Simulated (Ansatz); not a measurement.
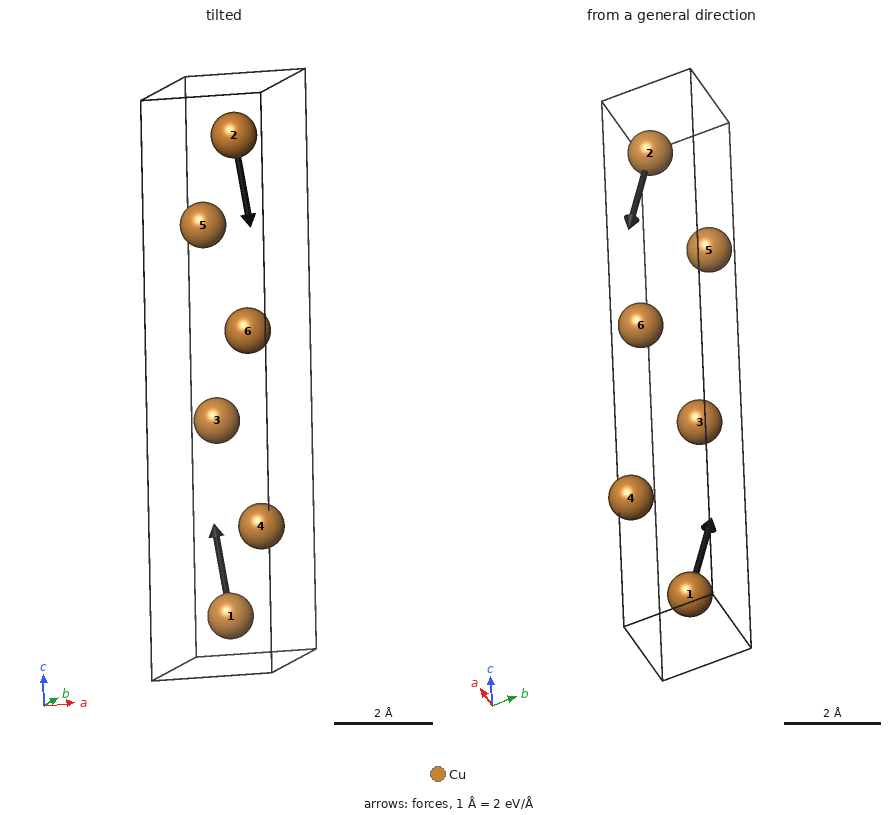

View slightly off an axis and from a general direction, drawn as a spheres-only model. The simulation cell is drawn as a box. The arrows are the computed forces on the atoms.

System: Cu. Results below were computed with DFT PBEsol, scalar-relativistic, plane waves, PAW (Ansatz 0.2.0); the settings were plane waves to 420 eV, the zone sampled with 20×20×4 points, Gaussian smearing of 0.15 eV, no spin polarisation.

**Do the forces show a relaxed structure?**

No. The atoms still feel forces of up to about 3 eV/Å, far above a usual threshold of 0.01 to 0.03 eV/Å.

**On which atom is the force largest?**

Cu1 and Cu2, about 3 eV/Å.

Starting structure: a structure listed in the Materials Project. The cell was then strained or its atoms displaced on purpose. Ansatz was used for an electronic-structure calculation on it.
